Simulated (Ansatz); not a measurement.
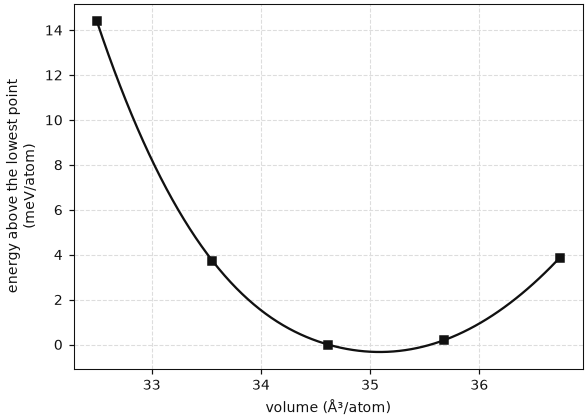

The plot gives the computed energy above the lowest point against volume for Tm, space group Fm-3m (No. 225) (one of a set of cubic test structures, which need not be the stable phase).

Method: equation of state of a cubic crystal from periodic Kohn-Sham density functional theory without spin; pressure corrected for the finite basis (Ansatz 0.2.0 development build). Level: r2SCAN.

- structure type: fcc
- atoms in cell: 1
- space group number: 225
- lattice centring: face-centred primitive
- k mesh: 11×11×11
- occupation method: Fermi–Dirac
- occupation width: 0.1 eV
- wave cutoff: 500 eV
- datasets: soft-1 PAW
- density tolerance: 1e−07 eV
- bands: 16
- density cutoff ratio: 4
- search for lower states: default

From this curve and the settings, what does the calculation give for the pressure at the same points?

The pressure falls from 1.537 GPa at volume 32.50 Å³/atom to −0.790 GPa at 36.73 Å³/atom, and changes sign near 35.1 Å³/atom.

```
volume (Å³/atom)  pressure (GPa)
           32.50           1.537
           33.56           0.890
           34.62           0.260
           35.67          -0.300
           36.73          -0.790
```

Caveats: cubic model structure, not the ambient form; modest k-mesh, values are not fully converged in k; open f shell treated without spin; open f shell, state may not be the lowest.
